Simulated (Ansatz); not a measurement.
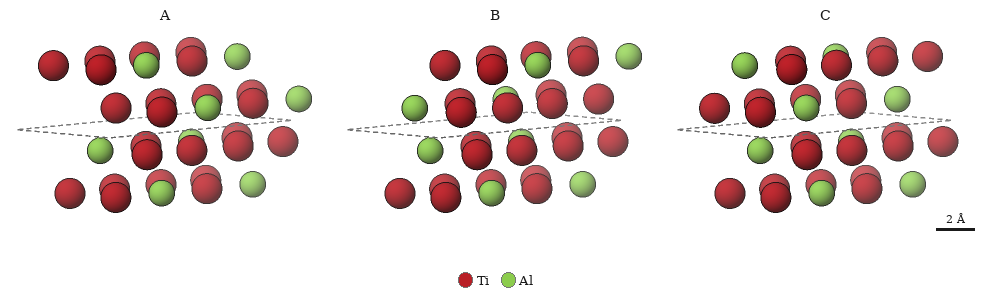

Frames of a one-coordinate scan of solid Ti$_{3}$Al (P6_3/mmc). The picture is a spheres-only view of the layers on both sides of the dashed plane, seen from the side, nearly along that plane.

These are results of DFT PBEsol, scalar-relativistic, plane waves, PAW (Ansatz), not measurements. Set-up: plane-wave cutoff 420 eV; k-point mesh 8 × 8 × 5; occupations gaussian; smearing width 0.15 eV; no spin polarisation. Energies (free energies at the smearing named) are counted from the relaxed crystal.

Which coordinate changes from frame to frame?

The crystal above a cut along the (0 0 1) plane of the conventional cell (between a plane of Al/Ti below and one of Al/Ti above, 2.30 Å apart) is slid rigidly by fractions of an in-plane lattice vector 9.85 Å long (a generalised stacking fault). In the frames the slip is 0.25 (A), 0.583 (B), 0.917 (C). One cut stands in each cell, which starts 9.2 Å high; nothing is relaxed, and the dashed outline marks the cut. Their energies are 830 mJ/m², 898 mJ/m², 531 mJ/m².
